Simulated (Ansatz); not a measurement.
Geometry relaxation of Sn₉O₁₆ (part 2 of 3)

Sn₉O₁₆ (defect cell, 25 atoms in the cell); DFT PBE, scalar-relativistic, plane waves, PAW, no spin polarisation (Ansatz 0.2.0); cutoff 420 eV, 3×3×3 k-mesh, Gaussian smearing of 0.01 eV. The structure derives from a Materials Project entry. It belongs to a series of runs on one base structure; here: Sn interstitial, charge +0, atoms relaxed at the host's cell.

### What the program printed, continued
```
relax step  13: F+E_penalty+E_count = -63289.72775357 eV  Δ(F+E_penalty+E_count) = -3.167e-3 eV  max|allowed force component| = 3.741e-2 eV/Å  Δτ_max = 0.0340 Å  (6 SCF iters, dr2 threshold 2.10e-6 eV, accepted)
preconditioner: auto → Resta (q_TF=auto, 2.592 Å⁻¹)  ε∞=3.7  [insulator: Δε(μ)=0.555 eV  Ē_g=19.218 eV  σ=0.010 eV  W_gap=1.00  n_scr=84 (ndim 8)  ℏωp=31.8 eV  f_vac=0.021  D(μ)=0.00/eV (n_scr^D=0)  ε∞_Penn≈3.7]
SCF 14 converged in 7 iterations: F = -63289.728646 eV  dr2 = 4.38e-8
relax step  14: F+E_penalty+E_count = -63289.72864564 eV  Δ(F+E_penalty+E_count) = -8.921e-4 eV  max|allowed force component| = 3.981e-2 eV/Å  Δτ_max = 0.0107 Å  (7 SCF iters, accepted)
preconditioner: auto → Resta (q_TF=auto, 2.592 Å⁻¹)  ε∞=3.7  [insulator: Δε(μ)=0.564 eV  Ē_g=19.219 eV  σ=0.010 eV  W_gap=1.00  n_scr=84 (ndim 8)  ℏωp=31.8 eV  f_vac=0.021  D(μ)=0.00/eV (n_scr^D=0)  ε∞_Penn≈3.7]
SCF 15 converged in 7 iterations: F = -63289.728606 eV  dr2 = 2.83e-8
relax step  15: F+E_penalty+E_count = -63289.72860631 eV  Δ(F+E_penalty+E_count) = +3.934e-5 eV  max|allowed force component| = 5.906e-2 eV/Å  Δτ_max = 0.0128 Å  (7 SCF iters, rejected (line search))
SCF iter   1: F=—  HF=-63289.729180 eV  |F-HF|=—  |Δ(HF+E_count)|=         —  Δρ=6.21e-4  dr2=5.76e-4  ethr=2.48e-6  ⟨swp⟩=3.0  Hψ=3531  notcnv=0  defer=263
preconditioner: auto → Resta (q_TF=auto, 2.592 Å⁻¹)  ε∞=3.7  [insulator: Δε(μ)=0.558 eV  Ē_g=19.220 eV  σ=0.010 eV  W_gap=1.00  n_scr=84 (ndim 8)  ℏωp=31.8 eV  f_vac=0.021  D(μ)=0.00/eV (n_scr^D=0)  ε∞_Penn≈3.7]
SCF iter   2: F=—  HF=-63289.729077 eV  |F-HF|=—  |Δ(HF+E_count)|=   1.03e-4  Δρ=3.17e-4  dr2=1.33e-4  ethr=2.60e-7  ⟨swp⟩=2.0  Hψ=3497  notcnv=0  defer=263
SCF iter   3: F=—  HF=-63289.729065 eV  |F-HF|=—  |Δ(HF+E_count)|=   1.17e-5  Δρ=1.54e-4  dr2=4.28e-5  ethr=5.97e-8  ⟨swp⟩=2.1  Hψ=2920  notcnv=0  defer=263
SCF iter   4: F=—  HF=-63289.728957 eV  |F-HF|=—  |Δ(HF+E_count)|=   1.09e-4  Δρ=3.01e-5  dr2=2.45e-6  ethr=1.93e-8  ⟨swp⟩=2.0  Hψ=2898  notcnv=0  defer=263
SCF iter   5: F=—  HF=-63289.728957 eV  |F-HF|=—  |Δ(HF+E_count)|=   2.42e-7  Δρ=1.88e-5  dr2=9.43e-7  ethr=1.10e-9  ⟨swp⟩=2.1  Hψ=2767  notcnv=0  defer=263
SCF iter   6: F=-63289.728957 eV  HF=-63289.728957 eV  |F-HF|=9.24e-9  |Δ(HF+E_count)|=   1.34e-7  Δρ=5.13e-6  dr2=5.24e-8  ethr=4.50e-11  ⟨swp⟩=13.1  Hψ=14876  notcnv=0
SCF 16 converged in 6 iterations: F = -63289.728957 eV  dr2 = 5.24e-8
relax step  16: F+E_penalty+E_count = -63289.72895696 eV  Δ(F+E_penalty+E_count) = -3.113e-4 eV  max|allowed force component| = 8.950e-3 eV/Å  Δτ_max = 0.0062 Å  (6 SCF iters, accepted)
```

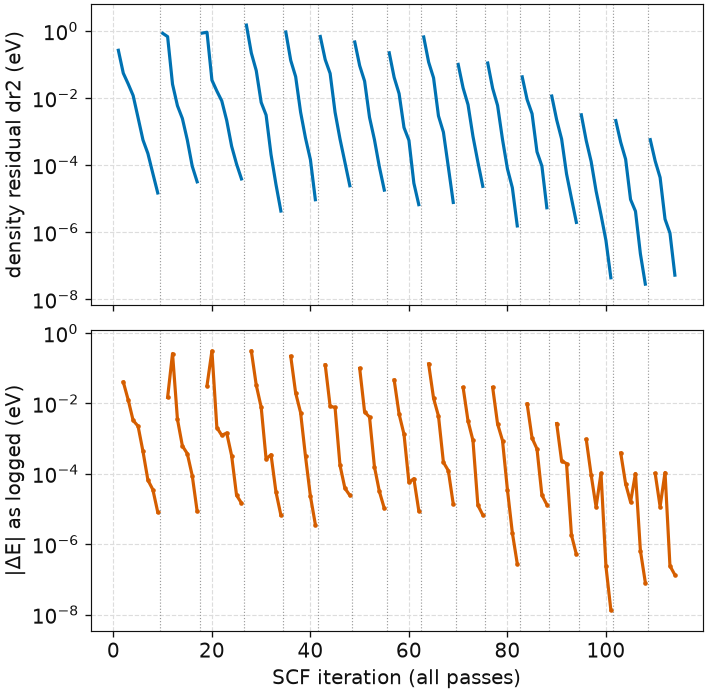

Convergence of the self-consistent field: density residual dr2 and size of the energy change against the SCF iteration. The dotted lines part the SCF passes of the relaxation: geometry steps, rejected trials and re-solves on a re-selected basis. The 16 passes take 6 to 9 iterations each, 114 in all.

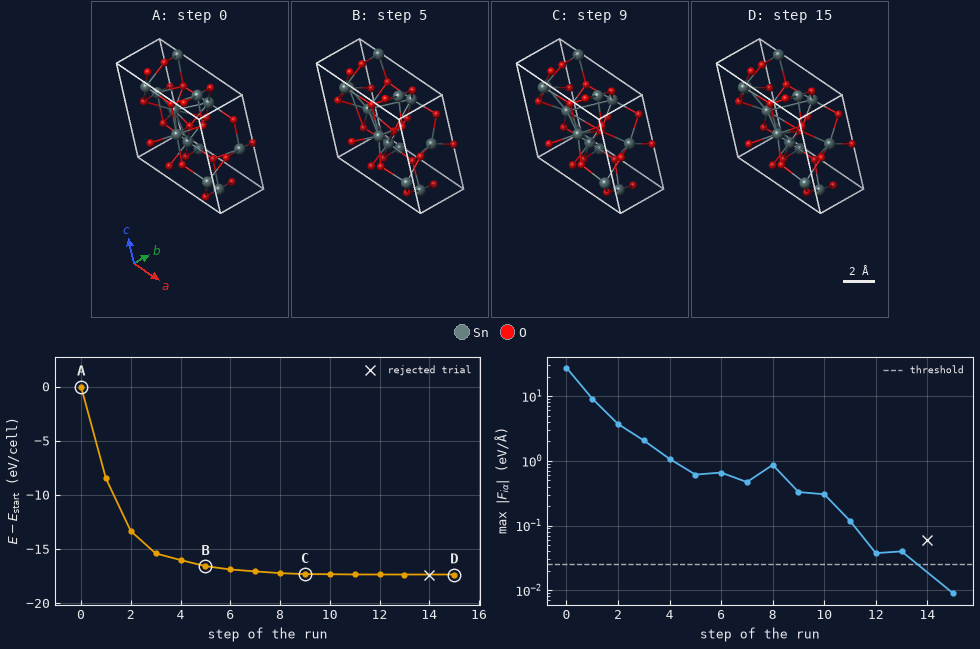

Frames of the relaxation (ball-and-stick view of the cell of the calculation (origin shifted), seen slightly off an axis) above the curves, on which the letters mark them (the first geometry is step 0 here and step 1 in the log).

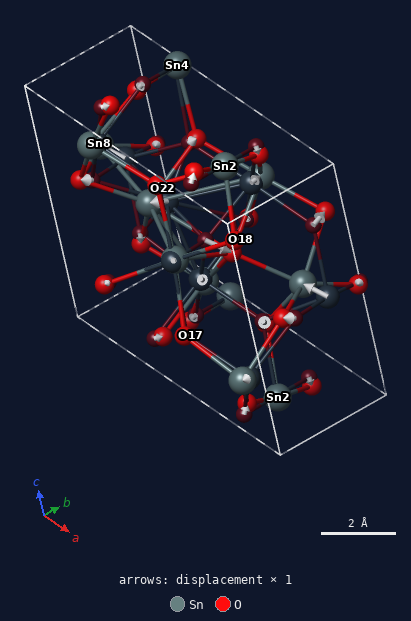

Start (faint) and end (solid) with the displacements as white arrows, at true length (ball-and-stick view of the cell of the calculation (origin shifted), seen slightly off an axis). O13 moves most: 0.81 Å. By element the largest moves are O 0.81 Å, Sn 0.76 Å. The lattice vectors keep their values. Distances before and after: Sn3–O13 3.664 → 2.117 Å, Sn3–O20 1.980 → 2.888 Å, O13–Sn25 1.729 → 2.623 Å, Sn3–O19 2.085 → 2.888 Å. New bonds form: Sn3–O13 (3.66 → 2.12 Å). Bonds break: O13–Sn25 (1.73 → 2.62 Å), Sn3–O19 (2.08 → 2.89 Å), Sn3–O20 (1.98 → 2.89 Å). Among the angles that change: Sn1–O13–Sn25 111.4° → 66.2°, O11–Sn3–O15 176.2° → 141.4°, O23–Sn3–O24 103.7° → 133.7°. The energy falls by 17.354 eV per cell of the calculation in 15 geometry steps. Largest force component: 27 eV/Å at the start, 0.0089 eV/Å at the end. The line search rejected the trial step at point 14 (counted from 0) and went back. (Atoms are counted from 1 in the order of the input.)

```
SCF converged after 6 iterations
Free energy (F): -63289.728957 eV
Harris-Foulkes:  -63289.728957 eV  (|F-HF|=9.24e-9)
Internal energy: -63289.728957 eV  (E = F + TS)
E sigma→0 (E₀):  -63289.728957 eV
Fermi energy:    12.314496 eV
--- Per-component energies (eV) ---
  E_band       = -398.745848
  E_kinetic    = 4531.659296
  E_local      = -11671.605651  (includes V_loc(G=0)·N_el)
  E_nonlocal   = 504.204538
  E_hartree    = 6249.167082
  E_xc         = -4610.966782
  E_vxc        = -2362.377290  (∫ρ·V_xc dr)
  E_paw        = -39841.763224  (= ΣΔE_a)
  E_vpaw       = -3898.999699  (= ΣTr[D̂ρ^β])
  E_aug_tail   = 0.039124  (compensation charges beyond the density's cutoff)
  E_ewald      = -18450.463340
  E_smearing   = -0.000000  (= −TS)
  E_closure    = 0.000000  (closes the sum)
  Σ components = -63289.728957   (vs F -63289.728957, Δ=0.00e0)
--- Forces (eV/Å), atoms counted from 1 ---
  atom   1  Sn    -0.00128154     0.00576850     0.00022214
  atom   2  Sn     0.00215907    -0.00026759     0.00034893
  atom   3  Sn     0.00482975    -0.00312528    -0.00034592
  atom   4  Sn     0.00082968     0.00006725    -0.00071102
  atom   5  Sn     0.00119327    -0.00014579     0.00245456
  atom   6  Sn     0.00098986    -0.00140450    -0.00179898
  atom   7  Sn    -0.00215661    -0.00025638     0.00260368
  atom   8  Sn    -0.00250360     0.00044814    -0.00242947
  atom   9  O     -0.00019427     0.00142943    -0.00049625
  atom  10  O      0.00046341    -0.00209705     0.00033709
  atom  11  O     -0.00203250     0.00656292    -0.00035852
  atom  12  O      0.00149200    -0.00069370    -0.00016506
  atom  13  O     -0.00378019     0.00025847    -0.00030198
  atom  14  O     -0.00209060     0.00043139     0.00010684
  atom  15  O      0.00204021    -0.00044152    -0.00008892
  atom  16  O     -0.00162796     0.00093923     0.00059901
  atom  17  O      0.00096039     0.00020118     0.00099083
  atom  18  O     -0.00001986     0.00009726    -0.00148015
  atom  19  O     -0.00118779    -0.00000508    -0.00009070
  atom  20  O     -0.00047315     0.00030587     0.00120999
  atom  21  O     -0.00035022    -0.00049614     0.00006403
  atom  22  O     -0.00039511    -0.00053792    -0.00005374
  atom  23  O      0.00141003     0.00110954    -0.00062036
  atom  24  O      0.00222041     0.00089412     0.00147144
  atom  25  Sn    -0.00047485    -0.00894653    -0.00146746
  max |Σ_I F_I| component: 9.58e-5 eV/Å
--- Band table (eV; the first three rows and the last of 14) ---
  k-point 0: bands = ["-10.9828", "-10.7832", "-10.7551", "-10.6462", "-10.5820", "-10.5282", "-10.5154", "-10.4922", "-10.4685", "-10.3095", "-10.2899", "-10.2513", "-10.1412", "-10.1134", "-10.1050", "-10.0751", "-10.0478", "-10.0259", "-10.0154", "-9.9984", "-9.9831", "-9.9511", "-9.9281", "-9.9027", "-9.8901", "-9.8893", "-9.8750", "-9.8734", "-9.8440", "-9.8403", "-9.8250", "-9.8201", "-9.8091", "-9.8075", "-9.8023", "-9.7607", "-9.6968", "-9.6722", "-9.6110", "-9.6023", "-9.5296", "-9.3724", "-9.3282", "-9.2089", "-9.1907", "-8.7132", "-7.3702", "-7.1564", "-7.0751", "-6.9600", "-6.8900", "-6.8495", "-6.6589", "-6.6389", "-6.4995", "-6.2479", "-6.2181", "-6.1609", "-5.6234", "-5.4392", "-5.2098", "2.0623", "2.6700", "2.9101", "3.0881", "3.1723", "3.4135", "3.6503", "4.0518", "5.4050", "5.7383", "5.8322", "5.8628", "5.9275", "6.0280", "6.3116", "6.3188", "6.4432", "6.5638", "6.6405", "6.6803", "7.0107", "7.0277", "7.1350", "7.2358", "7.2990", "7.4299", "7.5108", "7.6947", "7.7571", "7.7703", "7.9742", "8.0848", "8.2958", "8.6790", "8.6985", "8.8444", "8.8916", "8.9582", "9.0434", "9.1089", "9.1325", "9.1865", "9.2164", "9.3484", "9.4050", "9.4919", "9.6000", "9.8977", "10.0111", "11.7453", "12.5931", "13.7496", "14.6226", "14.7086", "15.1200", "15.4568", "15.5683", "15.5738", "16.0227", "16.0939", "17.2173", "17.5308", "17.9456", "18.3378", "18.4943", "18.9217", "19.0091", "19.5284", "19.5501", "19.6889", "19.7512", "19.9275", "20.1155", "20.3667", "20.5029"]
  k-point 1: bands = ["-10.9175", "-10.8533", "-10.7536", "-10.6595", "-10.6093", "-10.5780", "-10.5507", "-10.4745", "-10.4196", "-10.3574", "-10.2480", "-10.1707", "-10.1562", "-10.0945", "-10.0827", "-10.0620", "-10.0558", "-10.0371", "-10.0030", "-9.9906", "-9.9801", "-9.9619", "-9.9414", "-9.9154", "-9.8993", "-9.8803", "-9.8726", "-9.8641", "-9.8478", "-9.8389", "-9.8335", "-9.8130", "-9.8091", "-9.8055", "-9.7998", "-9.7666", "-9.6974", "-9.6717", "-9.6031", "-9.5828", "-9.5218", "-9.3866", "-9.3310", "-9.2076", "-9.1906", "-8.5393", "-7.9779", "-7.3315", "-7.0404", "-6.9031", "-6.8774", "-6.8272", "-6.6908", "-6.5725", "-6.2835", "-6.0876", "-6.0403", "-5.8591", "-5.6956", "-5.5928", "-5.3717", "1.9388", "2.3357", "2.4535", "2.5006", "3.3738", "4.2199", "4.3166", "4.5813", "5.1294", "5.5617", "5.5991", "5.7582", "6.0987", "6.1955", "6.2678", "6.3729", "6.5341", "6.5831", "6.6458", "6.7510", "6.9326", "7.0384", "7.1640", "7.1848", "7.3442", "7.4006", "7.5349", "7.6199", "7.6927", "7.8143", "7.8754", "8.0893", "8.1563", "8.2638", "8.6544", "8.7657", "8.8136", "8.9265", "9.0170", "9.0688", "9.1485", "9.1800", "9.2957", "9.3531", "9.4469", "9.4530", "9.5836", "9.7636", "10.7915", "11.7417", "12.8663", "13.6208", "14.1765", "14.5801", "14.8452", "15.1005", "15.9297", "16.0361", "16.2283", "16.6087", "17.1828", "17.3933", "17.5855", "18.0361", "18.3492", "18.5179", "18.9841", "19.1994", "19.3739", "19.5923", "19.8861", "20.1138", "20.3406", "20.5012", "20.7412"]
  k-point 2: bands = ["-10.9386", "-10.8303", "-10.7977", "-10.7113", "-10.6442", "-10.5783", "-10.5165", "-10.4579", "-10.3617", "-10.3122", "-10.2531", "-10.1734", "-10.1458", "-10.1028", "-10.0771", "-10.0594", "-10.0456", "-10.0320", "-10.0044", "-9.9937", "-9.9824", "-9.9513", "-9.9365", "-9.9088", "-9.8952", "-9.8819", "-9.8747", "-9.8665", "-9.8490", "-9.8375", "-9.8247", "-9.8150", "-9.8106", "-9.8068", "-9.7992", "-9.7666", "-9.6891", "-9.6764", "-9.6008", "-9.5876", "-9.5201", "-9.3838", "-9.3364", "-9.2082", "-9.2005", "-8.4874", "-7.7740", "-7.4854", "-7.3676", "-6.9887", "-6.9263", "-6.8042", "-6.6533", "-6.5693", "-6.5108", "-6.1289", "-5.8881", "-5.7703", "-5.5869", "-5.5306", "-5.2612", "2.2832", "2.5204", "2.8480", "2.9665", "3.2455", "3.6383", "4.0735", "4.2967", "5.1259", "5.3016", "5.5434", "5.5733", "5.8315", "5.9069", "6.0523", "6.2348", "6.2831", "6.4076", "6.5206", "6.7463", "6.7662", "7.0061", "7.1521", "7.2421", "7.3933", "7.4867", "7.5504", "7.7449", "7.8828", "8.1386", "8.1984", "8.3525", "8.5209", "8.5841", "8.6633", "8.7179", "8.8142", "8.8652", "8.9594", "8.9996", "9.0542", "9.1576", "9.2341", "9.2998", "9.3914", "9.6068", "9.6345", "9.7531", "10.9359", "11.9628", "12.9171", "13.8832", "14.2805", "14.6392", "15.0313", "15.4798", "15.8278", "15.9330", "16.0098", "16.3478", "17.2230", "17.4034", "17.7050", "18.1921", "18.3639", "18.7057", "18.8857", "19.0855", "19.2250", "19.5350", "19.7747", "19.8638", "20.2234", "20.4467", "20.6609"]
```
